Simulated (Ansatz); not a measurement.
Geometry relaxation, with input and output: Ge5H3 (part 1 of 4)

The run: geometry relaxation of Ge5H3 (slab, 8 atoms in the cell). Method and program: DFT r2SCAN, scalar-relativistic, plane waves, PAW, spin-polarised (Ansatz 0.2.0).

The structure derives from an entry of the Crystallography Open Database. The input holds or restrains some coordinates. Forces given for the steps count only the free coordinates. Figures and captions count atoms from 1; the log counts them from 0 in places.

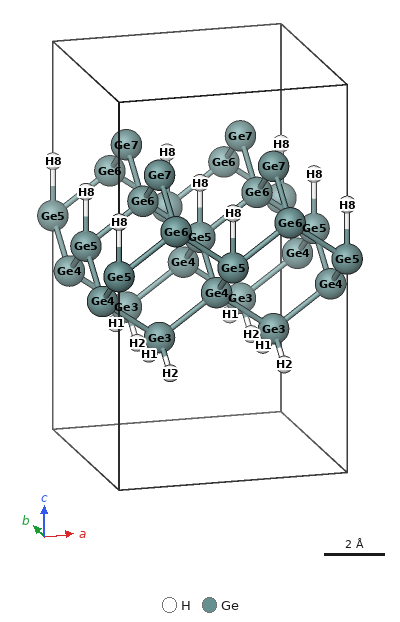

The starting structure (ball-and-stick view of the 2 × 2 repeat of the cell, with the vacuum cut short, seen slightly off an axis; atoms are numbered from 1 in the order of the input). An atom can appear more than once, as a periodic image.

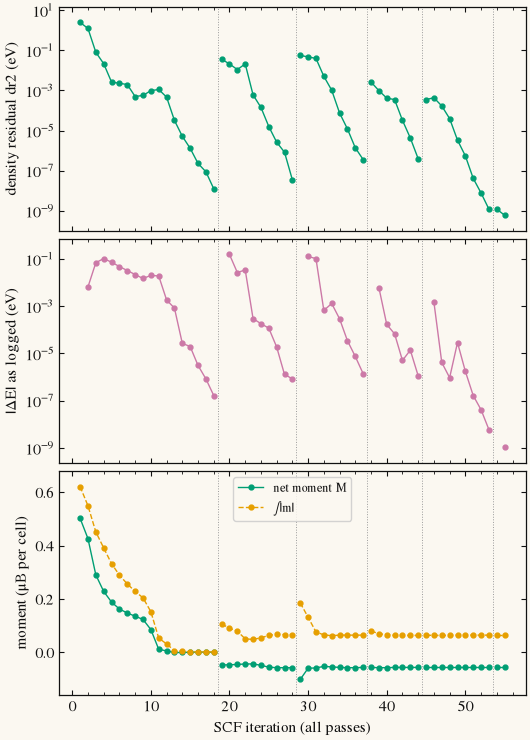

Convergence of the self-consistent field: density residual dr2, size of the energy change and magnetic moment against the SCF iteration. Dotted lines part the SCF passes that the log prints in full. The net moment goes from 0.5 to −0.1 μB per cell.

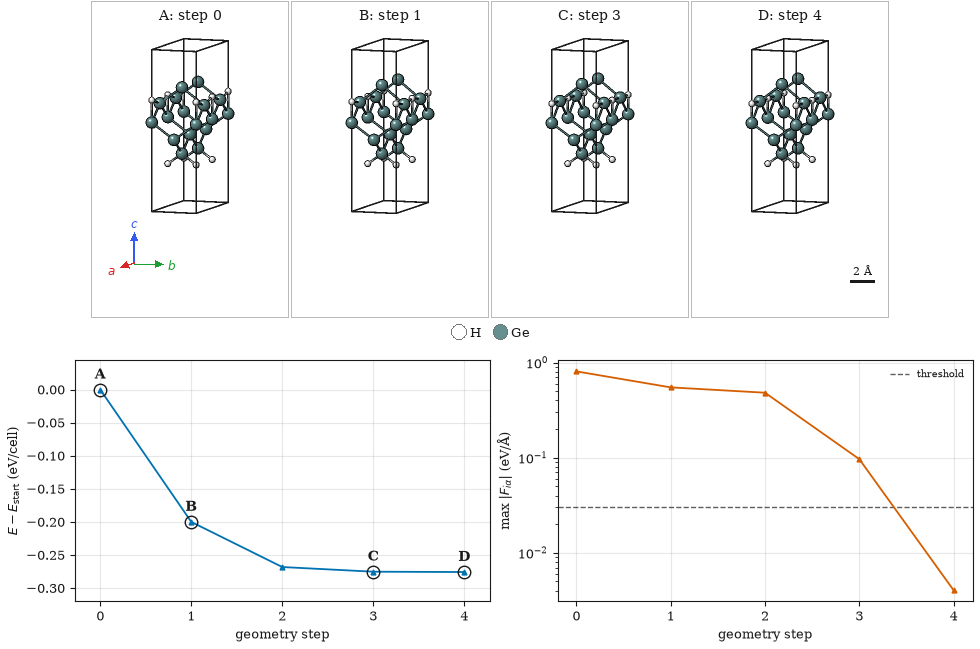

Frames of the restrained relaxation (ball-and-stick view of the 2 × 1 repeat of the cell, with the vacuum cut short, seen slightly off an axis) above the curves, on which the letters mark them (the first geometry is step 0 here and step 1 in the log).

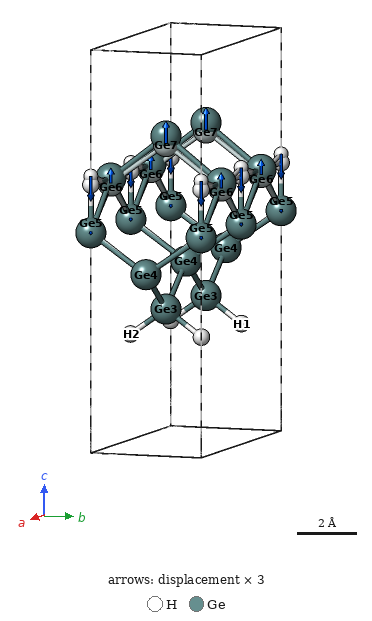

Start (faint) and end (solid) with the displacements as blue arrows, magnified 3 times (ball-and-stick view of the 2 × 1 repeat of the cell, with the vacuum cut short, seen slightly off an axis). H8 moves most: 0.30 Å. Largest moves by element: H 0.30 Å, Ge 0.27 Å. The cell stays as it was. Among the contacts that change: Ge5–H8 1.907 → 1.656 Å, Ge5–Ge6 2.458 → 2.601 Å, Ge6–H8 2.065 → 2.006 Å, Ge6–Ge7 2.474 → 2.525 Å. Among the angles that change: H8–Ge6–H8 152.7° → 180.0°, Ge6–H8–Ge6 152.7° → 180.0°, Ge5–Ge6–H8 158.4° → 140.5°. The energy falls by 0.276 eV per cell of the calculation in 4 geometry steps. The largest force component goes from 0.81 to 0.004 eV/Å. (Atoms are counted from 1 in the order of the input.)

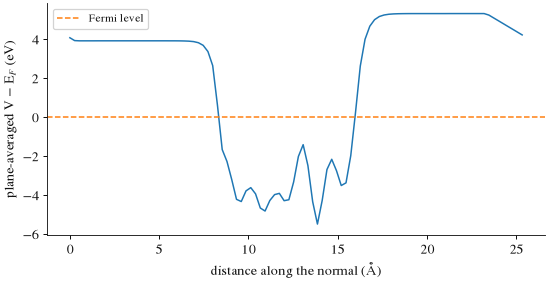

Plane average of the electrostatic potential energy of an electron across the cell, from the Fermi level. The vacuum level lies 5.31 eV above the Fermi level on the upper side and 3.91 eV on the lower.

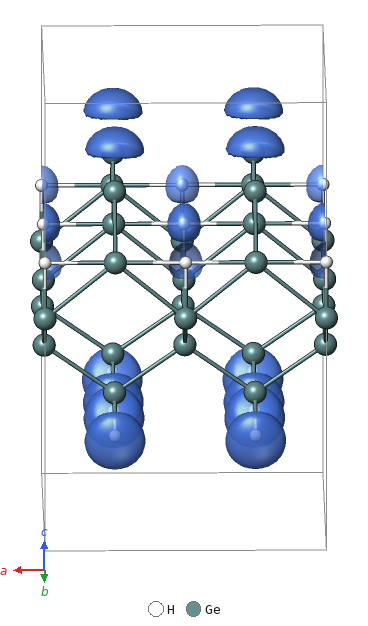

Isosurface of the electron localisation function at 0.85 (blue), seen at an oblique angle. Only the valence region is drawn (cores and ρ < 0.01 e/Å³ removed). Sticks mark near contacts. Along the contacts the grid gives the following. Ge–H (1.58 Å): the ELF climbs to about 1 towards the hydrogen, as it does in any bond to H. Ge–Ge (2.42 Å): the ELF peaks at about 0.80 between the atoms (a shared electron pair). In a PAW calculation such maps are meaningful between the atoms, not at the nuclei.

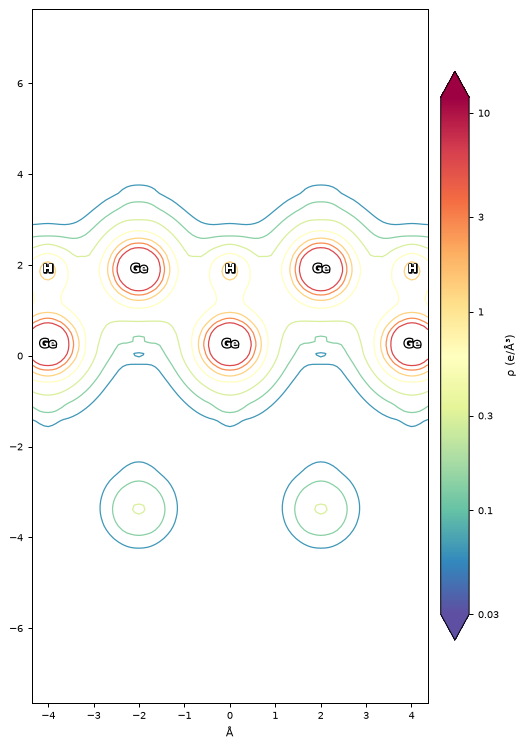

Valence pseudo-density on the (010) plane of the calculation cell, a cut from vacuum to vacuum. The section cuts through Ge and H sites. Ge–H (1.66 Å): ρ at the midpoint is about 0.76 e/Å³. Ge–Ge (2.60 Å): the density is about 0.37 e/Å³ at the midpoint. The density dies away to nearly zero in the vacuum.

These pictures come from the run below.

## The input
```yaml
crystal:
  lattice:
    - [4.0128368559, 0.0, 0.0]
    - [0.0, 4.0128368559, 0.0]
    - [0.0, 0.0, 25.5873003052]
  atoms:
    - { symbol: H, position: [0.5, 0.8214857833, 0.3321960464] }
    - { symbol: H, position: [0.5, 0.1785142167, 0.3321960464] }
    - { symbol: Ge, position: [0.5, 0.5, 0.36785014] }
    - { symbol: Ge, position: [0.0, 0.5, 0.4232976495] }
    - { symbol: Ge, position: [0.0, 0.0, 0.4782581781] }
    - { symbol: Ge, position: [0.5, 0.0, 0.5337358454] }
    - { symbol: Ge, position: [0.5, 0.5, 0.5903144053] }
    - { symbol: H, position: [0.0, 1.0, 0.552795793], spin: 1.0 }
basis:
  ecutwfc: 500
kpoints:
  mp_grid: { grid: [7, 7, 1] }
hamiltonian:
  xc: r2scan
scf:
  occupations: { method: gaussian, width: 0.05 }
output:
  forces: true
  eigenvalues: true
  populations: true
  write_density: true
  write_potential: true
  elf: true
  volumetric_format: npy
magnetization:
  spin_polarized: true
relax:
  adjacent_minimum: "off"
  f_tol: 0.03
  max_steps: 70
  constraints: [{ sites: [0, 1, 2, 3] }]
efield:
  axis: 3
  dipole_correction: true
```

Command:
```bash
ansatz run input.yaml --threads 2 --pin off --max-ram 5120MiB --backend cpu --events-out ev --progress --plain --runs-dir out
```

## What the program printed
```
Engine: ansatz 0.2.0, x86_64-unknown-linux-gnu
Pseudopotentials: kind: paw
Pseudopotential: H, paw, valence charge 1, recommended cutoff 500 eV (meta_gga), H.paw.azcp
Pseudopotential: Ge, paw, valence charge 14, recommended cutoff 500 eV (meta_gga), Ge.paw.azcp
Functional definition: r2SCAN
  parameter k0 = 0.174
  parameter k1 = 0.065
  parameter a1 = 4.9479
  exchange = r2scan_x(k0 = k0, k1 = k1, a1 = a1)
  correlation = r2scan_c
Crystal: 8 atoms, lattice volume = 412.029 Å³
Basis set: ecut = 500 eV, 10525 PW (Γ), exchange–correlation on 120×120×768 points (64 copies of the dense FFT grid, shifted against one another)
Bands: 45, of which v1, the nominal top of the filled ones, is band 37 counted from 1 (36 counted from 0)
Symmetry: 4 space group operations
k-points: 16 of 49
Non-local potential: H, projectors of the file, l = 0: 2, l = 1: 1
Non-local potential: Ge, projectors of the file, l = 0: 2, l = 1: 2, l = 2: 3, l = 3: 1
PAW form: soft (Blöchl's): semilocal exchange-correlation on the pseudo side does not see the compensation charge
PAW frozen core: Ge, regenerated for the run's functional (the file was generated under x = pbe(κ = 0.804, μ = 0.2195149727645171), c = pbe(β = 0.06672455060314922))
PAW one-centre angular grid: H, 302 points (default); XC on 160 Gauss nodes
PAW one-centre angular grid: Ge, 590 points (default); XC on 160 Gauss nodes
Initial density: superposition of atomic densities (neutral atoms: chi_scale 0, normalization atom)
Starting moments: Σ|m| = 1 μB on 1 of 8 sites
Initial wavefunctions: pseudopotential atomic-orbital guess
Functional: x = r2scan, c = r2scan; τ floored in thin density (d = 2e-4 eV/Å³)
```
